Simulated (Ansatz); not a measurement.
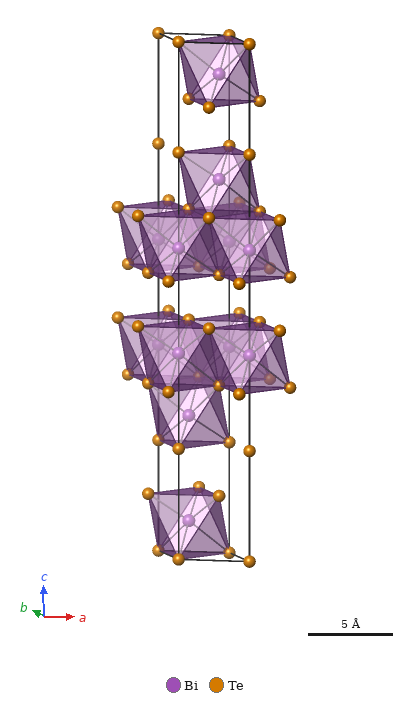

*The input geometry (polyhedral view of the cell 3 times as large as that of the calculation, set on its symmetry axes, seen slightly off an axis; polyhedra are completed across the faces of the cell).*

## Band-structure calculation of Bi$_{2}$Te$_{3}$ (part 1 of 2)

The run: band-structure calculation of Bi$_{2}$Te$_{3}$ (R-3m, 5 atoms in the cell). Method and program: DFT, HSE06, plane waves, PAW, no spin polarisation (Ansatz 0.2.0).

The structure was built on a prototype by a generator. The geometry comes from this level: r2scan-rvv10.

### Input file
```yaml
crystal:
  lattice:
    - [2.1957255919, 1.2677027616, 10.4535441813]
    - [-2.1957255919, 1.2677027616, 10.4535441813]
    - [0.0, -2.5354055231, 10.4535441813]
  atoms:
    - { symbol: Bi, position: [0.3983611987, 0.3983611987, 0.3983611987] }
    - { symbol: Bi, position: [0.6016388013, 0.6016388013, 0.6016388013] }
    - { symbol: Te, position: [0.2135932505, 0.2135932505, 0.2135932505] }
    - { symbol: Te, position: [0.7864067495, 0.7864067495, 0.7864067495] }
    - { symbol: Te, position: [0.0, 0.0, 0.0] }
kpoints:
  mp_grid: { grid: [4, 4, 4] }
  band_path:
    path:
      - [0.0, 0.0, 0.0]
      - [0.5, 0.5, 0.5]
      - [0.8235290355, 0.1764709645, 0.5]
      - [0.5, -0.1764709645, 0.1764709645]
      - [0.5, 0.0, 0.0]
      - [0.3382354822, -0.3382354822, 0.0]
      - [0.6617645178, 0.0, 0.3382354822]
      - [0.5, 0.0, 0.5]
    npoints: 1
hamiltonian:
  xc: hse06
scf:
  occupations: { method: fixed }
  n_extra_bands: 5
output:
  forces: true
  stress: true
  eigenvalues: true
  write_density: true
  write_potential: true
  elf: true
  volumetric_format: npy
```

Command:
```bash
ansatz run input.yaml --threads 4 --pin off --max-ram 7372MiB --backend cpu --events-out ev --progress --plain --runs-dir out
```

### What the program printed
```
Warning: output.stress: scf.convergence.dr2_threshold = 1e-7 eV (the SCF's general default) is looser than the 5e-10 eV advised for a printed stress (1e-10 eV for each atom of the cell: 5). What an SCF threshold leaves in a stress goes as its square root, and in the free energy as the threshold itself, and one threshold admits the most on a small cell: of the crystals measured, under no hybrid functional and no lock of the moments, on runs that ended without the residual-converged pass, on stresses that held no estimate of that error, the worst erred by over 100 MPa in a component at 1e-7 eV an atom and by under 5 at 1e-10. Set scf.convergence.dr2_threshold to 5e-10 eV or tighter. The threshold is an SCF's pass mark: one that does not reach it within its budget of iterations ends unconverged, or closes short of it on a stop that the run arms, and scf.convergence.dr2_threshold's page says what that costs each kind of run
Warning: output.stress: scf.exx.energy_threshold = 1e-6 eV is looser than the 5e-8 eV advised for a stress under a hybrid functional (1e-8 eV for each atom of the cell: 5). Every SCF of the exchange loop can meet its threshold on dr2 while the loop round them stops early: no threshold on dr2 bounds what that leaves in the stress. Set scf.exx.energy_threshold to 5e-8 eV or tighter. The threshold is the loop's pass mark: a loop that does not reach it within its budget of cycles ends unconverged, and scf.exx.energy_threshold's page has the law
basis.fft_grid_basis auto: the FFT boxes are laid along the combinations [[1, -1, 0], [0, 1, 0], [0, -1, 1]] of the cell's own vectors, 4.391, 10.757 and 4.391 Å long. The dense box has 30×72×30 points. Along the cell's own vectors, as sized, it would have 72×72×72, 5.76 times as many. Of the 12 symmetry operations that the crystal satisfies within crystal.symmetry.tolerance (time reversal apart; of a slab, those that keep its plane) the dense box along the cell's own vectors carries 12, and the one as laid loses 8 of those. basis.fft_grid_basis: typed keeps the cell's own vectors: state it where this run's energies or levels are differenced outside the engine with another run's, or held beside a run that keeps those vectors. Those combinations have planes normal to reciprocal vector 3, as the cell's own vectors have. Each planar average written beside output.write_density, output.write_potential has a row for each plane of the box: 30. The volumetric files lie along those combinations, not along the cell's own vectors: a cube or XSF file states them, and fields.json those of NumPy files.
scf.n_extra_bands = 5 over 39 filled bands (N_el = 78.0): the run solves 44 bands
Engine: ansatz 0.2.0, aarch64-unknown-linux-gnu
Pseudopotentials: kind: paw
Pseudopotential: Bi, paw, valence charge 15, recommended cutoff 420 eV (normal), Bi.paw.azcp
Pseudopotential: Te, paw, valence charge 16, recommended cutoff 420 eV (normal), Te.paw.azcp
Functional definition: HSE06
  parameter a = 0.25
  parameter omega = 0.11/bohr
  exchange = pbe_x - a*pbe_x_sr(omega) + a*exact_x_sr(omega)
  correlation = pbe_c
davidson cushion auto → on  (no smearing: the cushion is to keep the highest requested band from converging to the state above it; pin scf.eigensolver.cushion to override)
Crystal: 5 atoms, lattice volume = 174.586 Å³
Basis set: ecut = 420 eV, 3473 PW (Γ), FFT grids on a1−a2, a2, −a2+a3, exchange–correlation on 60×144×60 points (8 copies of the dense FFT grid, shifted against one another)
Bands: 44, of which v1, the nominal top of the filled ones, is band 39 counted from 1 (38 counted from 0)
Symmetry: 12 space group operations
Space group: R-3m (ITA 166), of the structure as read, at distance tolerance 5.6e-5 Å
k-points: 13 of 64
Non-local potential: Bi, projectors of the file, l = 0: 2, l = 1: 2, l = 2: 2, l = 3: 2
Non-local potential: Te, projectors of the file, l = 0: 2, l = 1: 2, l = 2: 2, l = 3: 2
PAW form: soft (Blöchl's): semilocal exchange-correlation on the pseudo side does not see the compensation charge
PAW frozen core: Bi, regenerated for the run's functional, and the local potential with it (the file was generated under x = pbe(κ = 0.804, μ = 0.2195149727645171), c = pbe(β = 0.06672455060314922))
PAW frozen core: Te, regenerated for the run's functional, and the local potential with it (the file was generated under x = pbe(κ = 0.804, μ = 0.2195149727645171), c = pbe(β = 0.06672455060314922))
PAW one-centre angular grid: Bi, 590 points (default); XC on 64 Gauss nodes
PAW one-centre angular grid: Te, 590 points (default); XC on 64 Gauss nodes
Initial density: superposition of atomic densities (neutral atoms: chi_scale 0, normalization atom), corrected by the library's trained network
Initial wavefunctions: pseudopotential atomic-orbital guess
Functional: x = pbe(κ = 0.804, μ = 0.2195149727645171), c = pbe(β = 0.06672455060314922), warm-up for x = pbe(κ = 0.804, μ = 0.2195149727645171) + 0.25 (exact − pbe) at short range (hse, ω = 0.20786987370883472 Å⁻¹), c = pbe(β = 0.06672455060314922); HSE06 as pw.x's `hse` composes it (authors' and Libxc's form: `xc: wpbeh`)
SCF iter   1: F=—  HF=-45734.151221 eV  |F-HF|=—  |Δ(HF+E_count)|=         —  Δρ=1.02e-3  dr2=2.46e-3  ethr=1.77e-3  ⟨swp⟩=6.9  Hψ=2263  notcnv=0
preconditioner: auto → none  [insulator: Δε(μ)=0.450 eV  Ē_g=7.538 eV  n_scr=42 (ndim 8)  ℏωp=14.9 eV  f_vac=0.024]
SCF iter   2: F=—  HF=-45734.154748 eV  |F-HF|=—  |Δ(HF+E_count)|=   3.53e-3  Δρ=4.54e-4  dr2=7.00e-4  ethr=3.16e-6  ⟨swp⟩=5.7  Hψ=2330  notcnv=0  defer=4
SCF iter   3: F=—  HF=-45734.155269 eV  |F-HF|=—  |Δ(HF+E_count)|=   5.22e-4  Δρ=4.72e-4  dr2=3.61e-3  ethr=8.97e-7  ⟨swp⟩=4.2  Hψ=1484  notcnv=0  defer=2  recentre
SCF iter   4: F=—  HF=-45734.154904 eV  |F-HF|=—  |Δ(HF+E_count)|=   3.66e-4  Δρ=2.36e-4  dr2=9.89e-5  ethr=8.97e-7  ⟨swp⟩=4.1  Hψ=1407  notcnv=0
iter 5 solved again at ethr=2.60e-9 eV; its pass at ethr=1.27e-7 eV (dr2=2.03e-6 eV) is discarded
SCF iter   5: F=-45734.155042 eV  HF=-45734.155039 eV  |F-HF|=2.74e-6  |Δ(HF+E_count)|=   1.35e-4  Δρ=3.74e-5  dr2=2.14e-6  ethr=2.60e-9  ⟨swp⟩=4.2  Hψ=3028  notcnv=0
SCF 1 stopped early in 5 iterations: F = -45734.155042 eV  dr2 = 2.14e-6
  greatest PAW one-centre occupation: 0.998 electrons in one spin orbital (limit 2), on the Te atom at site 3 (counted from 0), in its partial waves of l = 2
Initial density: handed on by an earlier stage of this run
Initial wavefunctions: those handed on with the density
Functional: x = pbe(κ = 0.804, μ = 0.2195149727645171) + 0.25 (exact − pbe) at short range (hse, ω = 0.20786987370883472 Å⁻¹), c = pbe(β = 0.06672455060314922); HSE06 as pw.x's `hse` composes it (authors' and Libxc's form: `xc: wpbeh`)
Exchange kernel: α = 0.2500, screened, ω = 0.2079 Å⁻¹, Wigner–Seitz truncation, v(0) = 1041.6627 eV·Å³, q-mesh 4×4×4, nearest image of the exchange supercell L = 17.57 Å, pair-density grid 27×72×27, without the augmentation charges, whose exchange is taken in its separable form by FFT convolution over the k-point mesh (the finest that the files' search goes to), smooth part of the exact exchange by density-matrix convolution
Frozen-core exchange: fock
SCF iter   1: F=—  HF=-45754.871637 eV  |F-HF|=—  |Δ(HF+E_count)|=         —  Δρ=4.21e-3  dr2=3.85e-2  ethr=2.74e-8  ⟨swp⟩=10.5  Hψ=3631  notcnv=0
preconditioner: auto → none  [insulator: Δε(μ)=0.820 eV  Ē_g=8.552 eV  n_scr=42 (ndim 8)  ℏωp=14.9 eV  f_vac=0.024]
SCF iter   2: F=—  HF=-45754.870218 eV  |F-HF|=—  |Δ(HF+E_count)|=   1.42e-3  Δρ=2.27e-3  dr2=6.38e-2  ethr=2.74e-8  ⟨swp⟩=7.5  Hψ=3013  notcnv=0
SCF iter   3: F=—  HF=-45754.867286 eV  |F-HF|=—  |Δ(HF+E_count)|=   2.93e-3  Δρ=1.88e-3  dr2=4.39e-2  ethr=2.74e-8  ⟨swp⟩=7.5  Hψ=2981  notcnv=0
SCF iter   4: F=—  HF=-45754.862687 eV  |F-HF|=—  |Δ(HF+E_count)|=   4.60e-3  Δρ=9.40e-4  dr2=7.41e-3  ethr=2.74e-8  ⟨swp⟩=6.2  Hψ=2542  notcnv=0
SCF iter   5: F=—  HF=-45754.876064 eV  |F-HF|=—  |Δ(HF+E_count)|=   1.34e-2  Δρ=8.80e-4  dr2=2.71e-3  ethr=2.74e-8  ⟨swp⟩=6.1  Hψ=2685  notcnv=0  defer=2
SCF iter   6: F=—  HF=-45754.875599 eV  |F-HF|=—  |Δ(HF+E_count)|=   4.65e-4  Δρ=2.41e-4  dr2=2.32e-4  ethr=2.74e-8  ⟨swp⟩=4.9  Hψ=2058  notcnv=0
SCF iter   7: F=—  HF=-45754.876040 eV  |F-HF|=—  |Δ(HF+E_count)|=   4.41e-4  Δρ=1.40e-4  dr2=1.64e-4  ethr=2.74e-8  ⟨swp⟩=4.7  Hψ=2024  notcnv=0
SCF iter   8: F=—  HF=-45754.876016 eV  |F-HF|=—  |Δ(HF+E_count)|=   2.35e-5  Δρ=2.37e-5  dr2=6.99e-6  ethr=2.74e-8  ⟨swp⟩=4.0  Hψ=1501  notcnv=0
SCF iter   9: F=—  HF=-45754.876037 eV  |F-HF|=—  |Δ(HF+E_count)|=   2.04e-5  Δρ=3.11e-5  dr2=1.45e-5  ethr=4.19e-9  ⟨swp⟩=4.5  Hψ=1676  notcnv=0
SCF iter  10: F=-45754.876035 eV  HF=-45754.876035 eV  |F-HF|=1.24e-7  |Δ(HF+E_count)|=   1.86e-6  Δρ=3.27e-6  dr2=3.95e-7  ethr=4.19e-9  ⟨swp⟩=4.0  Hψ=1395  notcnv=0
SCF 2 stopped early in 10 iterations: F = -45754.876035 eV  dr2 = 3.95e-7
  Residual-converged pass: ⟨swp⟩=3.8  Hψ=1952  notcnv=0  max |occ|·‖R‖ = 6.4e-6 eV (tolerance 6.7e-6 eV)  dr2=3.85e-7  dr2_onsite=1.48e-9  max |Δocc| = 0.0e0
hybrid outer 1: dexx = +1.625e-2 eV, tail = 1.59e-4 eV
Exchange kernel: α = 0.2500, screened, ω = 0.2079 Å⁻¹, Wigner–Seitz truncation, v(0) = 1041.6627 eV·Å³, q-mesh 4×4×4, nearest image of the exchange supercell L = 17.57 Å, pair-density grid 27×72×27, without the augmentation charges, whose exchange is taken in its separable form by FFT convolution over the k-point mesh (the finest that the files' search goes to), smooth part of the exact exchange by density-matrix convolution
Frozen-core exchange: fock
SCF iter   1: F=—  HF=-45754.875722 eV  |F-HF|=—  |Δ(HF+E_count)|=         —  Δρ=2.86e-5  dr2=1.71e-6  ethr=1.02e-6  ⟨swp⟩=2.2  Hψ=1263  notcnv=0
preconditioner: auto → none  [insulator: Δε(μ)=0.836 eV  Ē_g=8.549 eV  n_scr=42 (ndim 8)  ℏωp=14.9 eV  f_vac=0.024]
SCF iter   2: F=—  HF=-45754.875723 eV  |F-HF|=—  |Δ(HF+E_count)|=   1.76e-6  Δρ=1.54e-5  dr2=3.38e-7  ethr=2.01e-9  ⟨swp⟩=4.7  Hψ=2098  notcnv=0
SCF iter   3: F=—  HF=-45754.875723 eV  |F-HF|=—  |Δ(HF+E_count)|=   4.37e-8  Δρ=6.94e-6  dr2=4.51e-8  ethr=3.68e-10  ⟨swp⟩=2.2  Hψ=1265  notcnv=0
SCF iter   4: F=—  HF=-45754.875723 eV  |F-HF|=—  |Δ(HF+E_count)|=   1.34e-7  Δρ=2.15e-6  dr2=2.71e-8  ethr=3.83e-11  ⟨swp⟩=4.8  Hψ=1804  notcnv=0  defer=2
SCF iter   5: F=-45754.875723 eV  HF=-45754.875723 eV  |F-HF|=1.60e-10  |Δ(HF+E_count)|=   5.06e-9  Δρ=3.45e-7  dr2=6.30e-10  ethr=3.31e-11  ⟨swp⟩=3.1  Hψ=1375  notcnv=0
SCF 3 converged in 5 iterations: F = -45754.875723 eV  dr2 = 6.30e-10
  Residual-converged pass: ⟨swp⟩=4.0  Hψ=1869  notcnv=0  max |occ|·‖R‖ = 6.7e-7 eV (tolerance 7.0e-7 eV)  dr2=6.06e-10  dr2_onsite=2.59e-11  max |Δocc| = 0.0e0
```

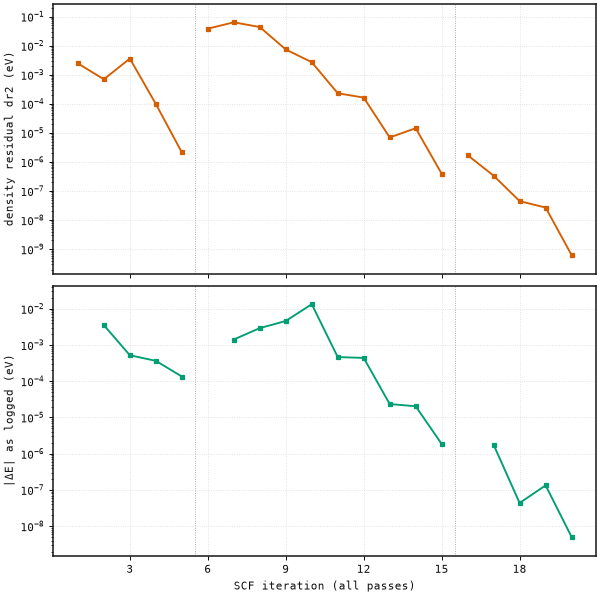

*Convergence of the self-consistent field: density residual dr2 and size of the energy change against the SCF iteration. The run starts with a semilocal functional; after that each stretch between dotted lines is one SCF of the hybrid functional between two exact rebuilds of the exchange operator by the outer loop. Early passes are stopped at a loose threshold.*

The passes take 5, 10 and 5 iterations.

```
hybrid outer 2: dexx = +1.204e-6 eV, tail = 1.90e-8 eV, Δε = 2.50e-3 eV (about 5.65e-5 eV left of the loop's levels), ΔF = 7.11e-3 eV/Å (tail 7.57e-4)
NSCF: frozen V_eff on 8 k-points
hybrid SCF converged: 2 outer / 15 inner (+5 warm-up), last move |dexx| = 1.20e-6 eV, tail = 1.90e-8 eV
Stability not checked: this state was not tested for a lower state beside it, because the functional holds exact exchange (a hybrid, or Hartree-Fock), whose exchange loop this test does not read (fock_operator; see scf.lower_state_search)
Free energy (F): -45754.875723 eV
Frozen-core exchange: fock
Harris-Foulkes:  -45754.875723 eV  (|F-HF|=1.60e-10)
Internal energy: -45754.875723 eV  (E = F + TS)
E sigma→0 (E₀):  -45754.875723 eV
Fermi energy:    8.439397 eV
--- Per-component energies (eV) ---
  E_band       = -1177.685599
  E_kinetic    = 1139.495649
  E_local      = -7143.135422  (includes V_loc(G=0)·N_el)
  E_nonlocal   = 191.049848
  E_hartree    = 3552.327963
  E_xc         = -543.803457
  E_vxc        = -481.877043  (∫ρ·V_xc dr)
  E_exx        = -205.017989  (= α·E_x^exact, valence–valence)
  E_paw        = -35262.610636  (= ΣΔE_a)
  E_vpaw       = -1577.836977  (= ΣTr[D̂ρ^β])
  E_aug_tail   = -0.001436  (compensation charges beyond the density's cutoff)
  E_ewald      = -7482.941014
  E_core_change = -0.239225  (= ΣΔE_core)
  E_smearing   = -0.000000  (= −TS)
  E_closure    = -0.000003  (closes the sum)
  Σ components = -45754.875723   (vs F -45754.875723, Δ=0.00e0)
```
